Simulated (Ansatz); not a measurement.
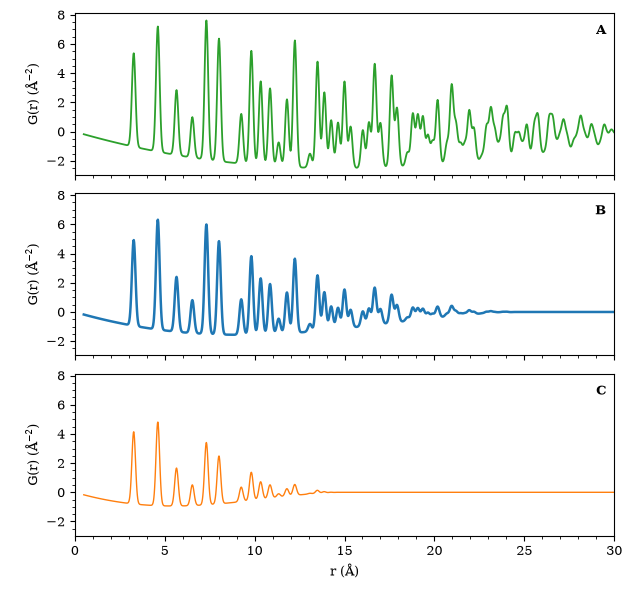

Simulated X-ray pair distribution function, G(r) = R(r)/r − 4πρ₀r, summed over the atomic distances of the structure with each pair weighted by the product of the atomic numbers (X-ray weights at Q = 0); every distance is a Gaussian of σ = 0.10 Å, for spherical particles of Y with the bulk structure: the bulk G(r) is multiplied by the envelope of a sphere of diameter D, 1 − 3r/2D + r³/2D³, with no surface relaxation. The number density is 0.0285 atoms per Å³. Basis of the simulation: the end point of a relaxation with DFT, PBE, plane waves (420 eV) with PAW, scalar-relativistic (Ansatz 0.2.0); the starting structure was generated, so it need not be a known form of this composition.

Question: The diameters are 15, 25 and 40 Å. Which curve belongs to which?

Answer: curve A: 40 Å; curve B: 25 Å; curve C: 15 Å. The smaller the particle, the sooner the oscillations die out.
